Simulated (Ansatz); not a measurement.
```
Fe Co
1.0
     2.45867    0.00000    0.00000
     0.00000    2.45867    0.00000
     0.00000    0.00000    7.02384
Fe Co
1 3
Direct
  0.00000 0.00000 0.00000
  0.50000 0.50000 0.74338
  0.00000 0.00000 0.50000
  0.50000 0.50000 0.25662
```

Space group P4/mmm; a structure from a database of computed crystals, not necessarily the ambient phase; the SCF solution may not be the lowest one; PAW files of the earlier set (soft_1); spin-polarised.

All numbers below come from DFT PBEsol, scalar-relativistic, plane waves, PAW in Ansatz.

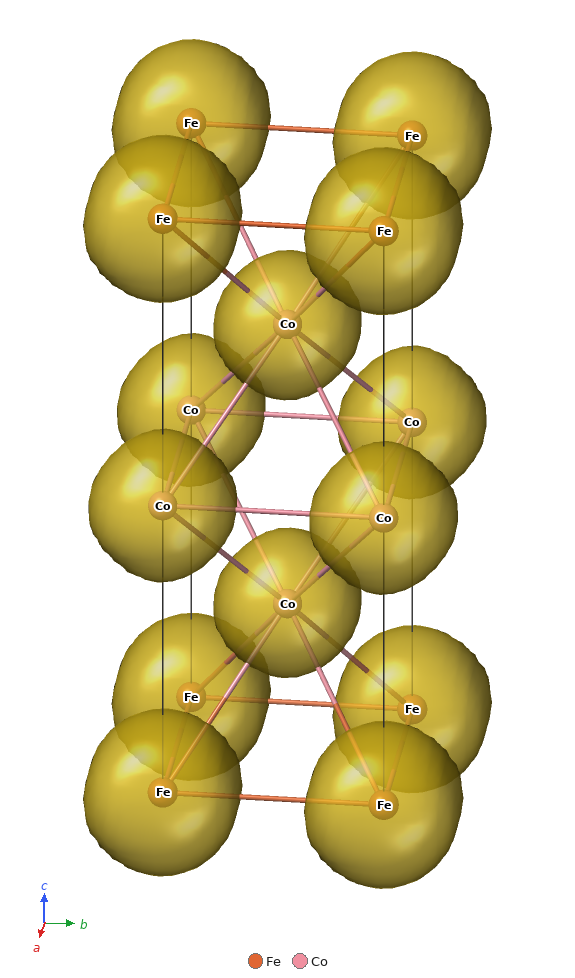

FeCo$_{3}$. Isosurfaces of the spin density (up minus down) at +0.1 (yellow) and −0.1 e/Å³ (cyan), seen at an oblique angle. Sticks mark near contacts.

Where is the spin, and how is it ordered?

Answer. The spin density sits on Fe: +2.4 μB; Co: +1.7 μB (×3) in one cell of 4 atoms: parallel moments (a ferromagnetic arrangement) in this solution. The cell of the calculation (4 atoms) carries 7.2 μB of net spin moment. Only one sign reaches the isovalue.
